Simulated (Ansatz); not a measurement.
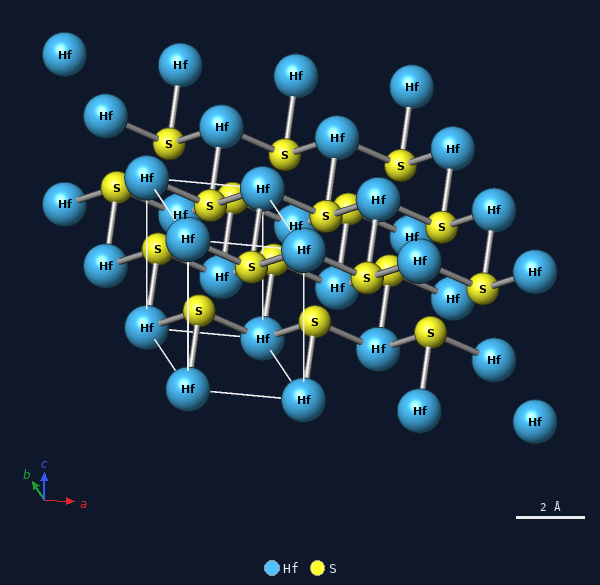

The structure (ball-and-stick view of the cell of the calculation, repeated 3 × 3 × 1, seen at an oblique angle). An atom can appear more than once, as a periodic image. Near neighbours in the periodic cell (some may lie outside the picture): Hf has 6 S at 2.50 Å; S has 3 Hf at 2.50 Å.

Phonon calculation of HfS$_{2}$

- system: HfS$_{2}$ (P-3m1, 3 atoms in the cell)
- method: DFT PBEsol, scalar-relativistic, plane waves, PAW, no spin polarisation (Ansatz 0.2.0)

The structure derives from a Materials Project entry. It belongs to a series of runs on one base structure; here: zone-centre phonons at 7 GPa.

Log
```
Engine: ansatz 0.2.0, aarch64-unknown-linux-gnu
Pseudopotentials: kind: paw
Pseudopotential: Hf, paw, valence charge 26, recommended cutoff 420 eV (normal), Hf.paw.azcp
Pseudopotential: S, paw, valence charge 6, recommended cutoff 420 eV (normal), S.paw.azcp
Functional definition: PBEsol
  exchange = pbesol_x
  correlation = pbesol_c
Crystal: 3 atoms, lattice volume = 56.683 Å³
Basis set: ecut = 420 eV, 1103 PW (Γ), exchange–correlation on 48×48×72 points (8 copies of the dense FFT grid, shifted against one another)
Bands: 23, of which v1, the nominal top of the filled ones, is band 19 counted from 1 (18 counted from 0)
Symmetry: 12 space group operations
k-points: 320 of 1152 (irreducible under 2 space group operations, time reversal used)
Non-local potential: Hf, projectors of the file, l = 0: 3, l = 1: 2, l = 2: 2, l = 3: 3
Non-local potential: S, projectors of the file, l = 0: 2, l = 1: 2, l = 2: 2
PAW form: soft (Blöchl's): semilocal exchange-correlation on the pseudo side does not see the compensation charge
PAW frozen core: Hf, regenerated for the run's functional, and the local potential with it (the file was generated under x = pbe(κ = 0.804, μ = 0.2195149727645171), c = pbe(β = 0.06672455060314922))
PAW frozen core: S, regenerated for the run's functional, and the local potential with it (the file was generated under x = pbe(κ = 0.804, μ = 0.2195149727645171), c = pbe(β = 0.06672455060314922))
PAW one-centre angular grid: Hf, 590 points (default); XC on 64 Gauss nodes
PAW one-centre angular grid: S, 110 points (default); XC on 64 Gauss nodes
Initial density: superposition of atomic densities (neutral atoms: chi_scale 0, normalization atom), corrected by the library's trained network
Initial wavefunctions: pseudopotential atomic-orbital guess
Functional: x = pbesol(κ = 0.804, μ = 0.12345679012345678), c = pbesol(β = 0.046)
SCF iter   1: F=—  HF=-17372.424415 eV  |F-HF|=—  |Δ(HF+E_count)|=         —  Δρ=5.50e-3  dr2=2.71e-2  ethr=1.77e-3  ⟨swp⟩=5.0  Hψ=30628  notcnv=0
preconditioner: auto → Kerker (q_TF=auto, 2.552 Å⁻¹)  [metal: Δε(μ)=0.262 eV  Ē_g=11.803 eV  σ=0.150 eV  W_gap=0.39  n_scr=22 (ndim 8)  ℏωp=27.0 eV  f_vac=0.012  D(μ)=0.21/eV (n_scr^D=0)]
SCF iter   2: F=—  HF=-17372.419288 eV  |F-HF|=—  |Δ(HF+E_count)|=   5.13e-3  Δρ=2.60e-3  dr2=5.33e-3  ethr=7.14e-5  ⟨swp⟩=1.1  Hψ=9979  notcnv=0
SCF iter   3: F=—  HF=-17372.418451 eV  |F-HF|=—  |Δ(HF+E_count)|=   8.38e-4  Δρ=5.44e-4  dr2=2.39e-4  ethr=1.40e-5  ⟨swp⟩=2.0  Hψ=11501  notcnv=0
SCF iter   4: F=—  HF=-17372.418470 eV  |F-HF|=—  |Δ(HF+E_count)|=   1.97e-5  Δρ=1.46e-4  dr2=3.27e-5  ethr=6.29e-7  ⟨swp⟩=2.7  Hψ=12389  notcnv=0
SCF iter   5: F=—  HF=-17372.418483 eV  |F-HF|=—  |Δ(HF+E_count)|=   1.25e-5  Δρ=1.41e-4  dr2=1.17e-5  ethr=8.61e-8  ⟨swp⟩=2.0  Hψ=13445  notcnv=0
SCF iter   6: F=—  HF=-17372.418471 eV  |F-HF|=—  |Δ(HF+E_count)|=   1.13e-5  Δρ=4.31e-5  dr2=2.18e-6  ethr=3.07e-8  ⟨swp⟩=2.0  Hψ=13385  notcnv=0
SCF iter   7: F=—  HF=-17372.418473 eV  |F-HF|=—  |Δ(HF+E_count)|=   1.52e-6  Δρ=1.09e-5  dr2=9.64e-8  ethr=5.74e-9  ⟨swp⟩=2.0  Hψ=11527  notcnv=0
SCF iter   8: F=—  HF=-17372.418473 eV  |F-HF|=—  |Δ(HF+E_count)|=   5.54e-8  Δρ=5.00e-6  dr2=2.69e-8  ethr=2.54e-10  ⟨swp⟩=2.1  Hψ=12367  notcnv=0
SCF iter   9: F=—  HF=-17372.418473 eV  |F-HF|=—  |Δ(HF+E_count)|=   1.51e-9  Δρ=1.36e-6  dr2=1.20e-9  ethr=7.09e-11  ⟨swp⟩=2.0  Hψ=11944  notcnv=0
SCF iter  10: F=—  HF=-17372.418473 eV  |F-HF|=—  |Δ(HF+E_count)|=  1.38e-10  Δρ=3.41e-7  dr2=8.14e-11  ethr=3.15e-12  ⟨swp⟩=2.3  Hψ=13057  notcnv=0
SCF iter  11: F=-17372.418473 eV  HF=-17372.418473 eV  |F-HF|=7.28e-12  |Δ(HF+E_count)|=  2.91e-11  Δρ=6.57e-8  dr2=3.10e-12  ethr=1.00e-12  ⟨swp⟩=5.5  Hψ=32564  notcnv=0
SCF 1 converged in 11 iterations: F = -17372.418473 eV  dr2 = 3.10e-12
  greatest PAW one-centre occupation: 0.998 electrons in one spin orbital (limit 2), on the Hf atom at site 0 (counted from 0), in its partial waves of l = 3
```

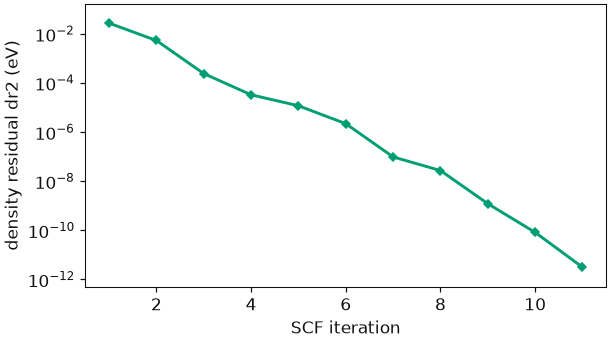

Convergence of the self-consistent field: density residual dr2 against the SCF iteration. The residual falls at every step.

```
DFPT response loops at Γ: preconditioner auto → Kerker (q_TF=auto, 2.552 Å⁻¹) (partly filled bands, converged f_vac=0.010); β = 1.00, the filter's whole step (`scf.mixing.beta` (0.50) is not read by the response loops under this deck's `scf.mixing.preconditioner`; to damp them name `kerker` or `kerker_dos`, under which they read `scf.mixing.beta`, and type it under 1.00, their step now; both keys bind the ground state too); Broyden in place of MSR1
SCF converged after 11 iterations
Free energy (F): -17372.418473 eV
Harris-Foulkes:  -17372.418473 eV  (|F-HF|=7.28e-12)
Internal energy: -17372.401509 eV  (E = F + TS)
E sigma→0 (E₀):  -17372.409991 eV
Entropy (-TS):   -0.016964 eV (-5.655 meV/atom)
Fermi energy:    12.150549 eV
--- Per-component energies (eV) ---
  E_band       = -105.462612
  E_kinetic    = 640.206949
  E_local      = -7415.375451  (includes V_loc(G=0)·N_el)
  E_nonlocal   = -1180.219681
  E_hartree    = 3441.726575
  E_xc         = -491.874247
  E_vxc        = -443.263225  (∫ρ·V_xc dr)
  E_paw        = -7975.780132  (= ΣΔE_a)
  E_vpaw       = 1409.735688  (= ΣTr[D̂ρ^β])
  E_aug_tail   = 0.000002  (compensation charges beyond the density's cutoff)
  E_ewald      = -4392.460513
  E_core_change = 1.374990  (= ΣΔE_core)
  E_smearing   = -0.016964  (= −TS)
  E_closure    = 0.000000  (closes the sum)
  Σ components = -17372.418473   (vs F -17372.418473, Δ=0.00e0)
--- Band table (eV; the first three rows and the last of 320) ---
  k-point 0: bands = ["-49.9636", "-18.7265", "-18.5711", "-18.5711", "-2.1507", "-0.2244", "0.0803", "0.0938", "0.0938", "0.1151", "0.1151", "0.1221", "0.6129", "5.8932", "8.8420", "8.8420", "11.8364", "11.8364", "12.2919", "13.7132", "13.7132", "14.0361", "16.7284"]
  k-point 1: bands = ["-49.9636", "-18.7267", "-18.5711", "-18.5711", "-2.0885", "-0.2667", "0.0802", "0.0938", "0.0938", "0.1151", "0.1151", "0.1221", "0.5160", "6.1111", "8.8602", "8.8602", "11.7694", "11.7694", "11.8268", "13.6942", "13.6942", "14.2138", "16.8730"]
  k-point 2: bands = ["-49.9636", "-18.7273", "-18.5711", "-18.5711", "-1.9081", "-0.4295", "0.0799", "0.0937", "0.0937", "0.1152", "0.1152", "0.1221", "0.3290", "6.6961", "8.9062", "8.9062", "10.8740", "11.6140", "11.6140", "13.6471", "13.6471", "14.4110", "17.2460"]
  k-point 319: bands = ["-49.9515", "-18.8184", "-18.7009", "-18.6625", "-0.4732", "-0.2569", "0.0873", "0.0963", "0.1020", "0.1070", "0.1176", "0.1918", "0.3759", "6.9519", "7.1388", "8.8663", "8.9363", "9.8659", "10.1519", "14.1553", "14.2589", "16.3152", "17.3541"]
--- Phonons (Γ-DFPT): 4 representative perturbations + reference, on 320 of 1152 k-points (Σ response iterations 14) ---
  k mesh reduced under 2 symmetry operations, with k and −k counted as one. Each operation leaves every solved perturbation unchanged. A smaller set is not used because it would not reduce the number of displacements times k-points to solve
  ASR residual: 9.760e-5 → 0.000e0 eV/Å²; symmetrization residual: 3.851e-5 eV/Å²
  ASR residual per site (eV/Å²): 9.76e-5 3.41e-6 3.41e-6
  Γ frequencies (cm⁻¹): 0.00 0.00 0.00 174.68 174.68 269.69 269.69 326.46 360.46
  non-analytic LO–TO correction: not included (Born effective charges unavailable; polar crystals: no LO–TO splitting at Γ)
```

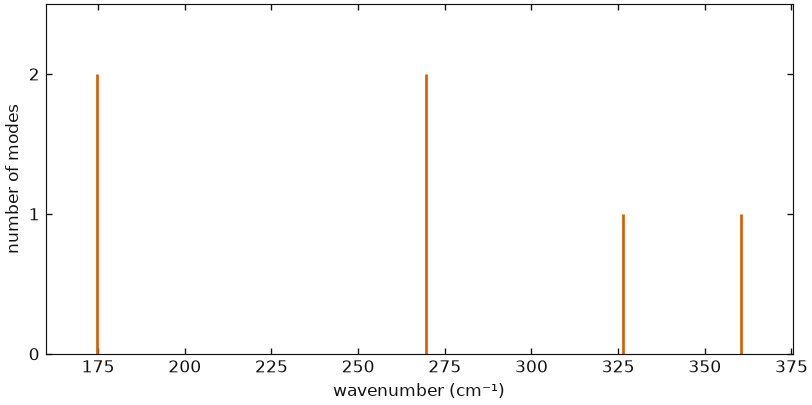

Optical phonons at the zone centre (no LO–TO term); neighbouring modes closer than 3 cm⁻¹ are counted in one stick. 6 modes from 175 to 360 cm⁻¹, none imaginary.

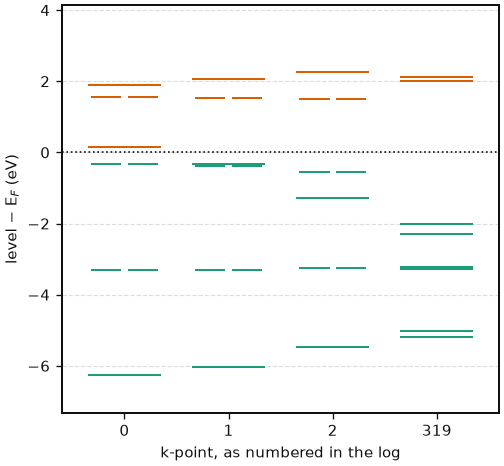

Kohn–Sham levels near the Fermi level (dotted) at the few k-points that the log prints; levels within 0.02 eV of each other stand side by side. The system is metallic on the full mesh.

This output came from the following input.

Input file
```yaml
crystal:
  lattice:
    - [3.4877670386, 0.0, 0.0]
    - [-1.7438835193, 3.0204948579, 0.0]
    - [0.0, 0.0, 5.3805194823]
  atoms:
    - { symbol: Hf, position: [0.0, 0.0, 0.0] }
    - { symbol: S, position: [0.6666666667, 0.3333333333, 0.7260709177] }
    - { symbol: S, position: [0.3333333333, 0.6666666667, 0.2739290823] }
basis:
  ecutwfc: 420
kpoints:
  mp_grid: { grid: [12, 12, 8] }
hamiltonian:
  xc: pbesol
scf:
  occupations: { method: fermi_dirac, width: 0.15 }
output:
  eigenvalues: true
phonons:
  method: dfpt
  eigenvectors: true
```

Command:
```bash
ansatz run input.yaml --threads 1 --pin off --max-ram 3072MiB --backend cpu --events-out ev --progress --plain --runs-dir out
```

Key numbers

```tsv
quantity	value
outcome	converged
space group (tolerance 0.01 Å)	P-3m1 (164)
electrons treated	38
free energy	−17372.4185 eV
Fermi energy	12.151 eV
gap on the k-point mesh	none (metallic)
hardware	1 thread of Arm Neoverse V1, 24 GiB of memory available, shared host
wall time	3.8 min
peak memory	1.5 GiB
```

Notes

Results for this metal are sensitive to the k-point mesh. Spin–orbit coupling is left out, which matters for Hf.
